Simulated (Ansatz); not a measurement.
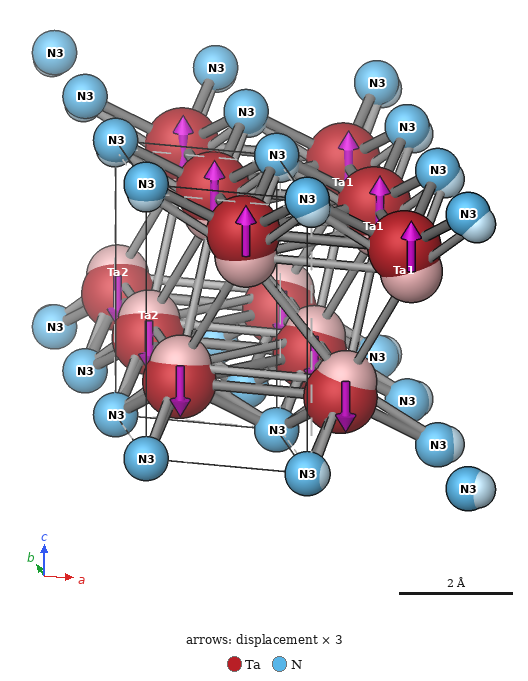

A crystal of Ta$_{2}$N (set up in P-3m1) in its unrelaxed database cell, drawn pale, and a changed version of it, drawn solid. The purple arrows show how the atoms are displaced (without the part that the change of the cell carries along), magnified 3 times. Besides, the cell is strained by +3.4 % along c and −2.6 % across it (volume −2.0 %). A ball-and-stick model of the cell of the calculation, repeated 2 × 3 × 1 with one cell outlined, seen slightly off an axis.

Computed with Ansatz 0.2.0, DFT PBE, scalar-relativistic, plane waves, PAW. Set-up: plane-wave cutoff 420 eV; k-point mesh 15 × 15 × 10; occupations gaussian; smearing width 0.1 eV; no spin polarisation.

**How are the atoms displaced, and what does the calculation give?**

The Ta atoms are displaced by 0.32 Å relative to the cell: Ta2 0.32 Å along −c. No relaxation follows. Some distances before and after: Ta–Ta 2.990 → 3.562 Å, Ta–Ta 3.063 → 2.606 Å, N–Ta 2.184 → 1.999 Å, Ta–Ta 3.113 → 3.031 Å. The space group stays P-3m1 (No. 164). Energy change: +1002 meV per atom. Pressure: −1.3 GPa before, 58.6 GPa after. The principal stresses (compression positive) are 39.2 GPa along c and 68.3 GPa across it. The largest forces, 9.4 eV/Å, act on Ta1 and Ta2; on Ta1 it points along −c. The forces point straight back along the displacements (cosine −1.00). Both are metals.
